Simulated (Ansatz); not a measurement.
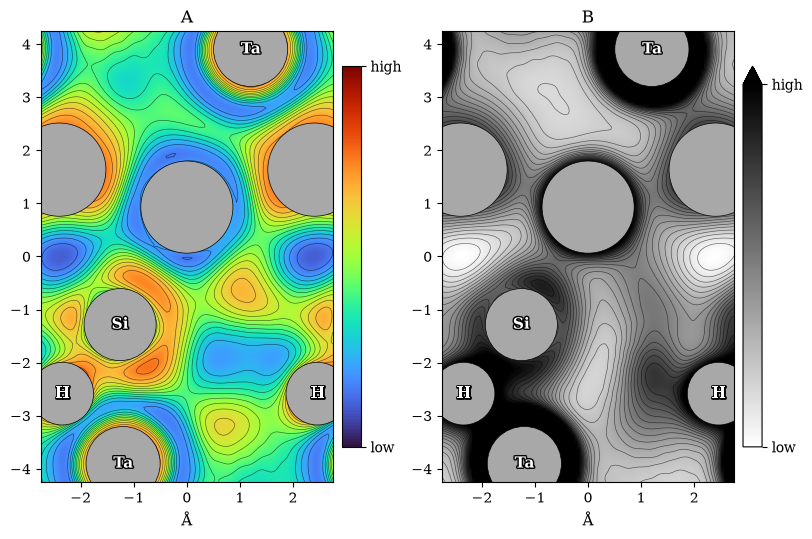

Ta3Si6H (distorted or defective cell): 2 fields on the (101̄) plane of the calculation cell, with unlabelled colour scales. Grey discs cover the atomic cores.

Not relaxed (largest force 1.7 eV/Å); computed pressure about 5 GPa in this cell.

All numbers below come from DFT PBE, scalar-relativistic, plane waves, PAW in Ansatz.

Which field does each panel show? The fields are: electron localisation function and valence pseudo-density.

Answer. Panel A: electron localisation function. Panel B: valence pseudo-density. From the grid: Si–H (1.70 Å): ρ is about 0.51 e/Å³ halfway; the ELF climbs to about 1 towards the hydrogen, as it does in any bond to H. Ta–H (1.75 Å): ρ is about 1.3 e/Å³ halfway; the ELF climbs to about 0.95 towards the hydrogen.
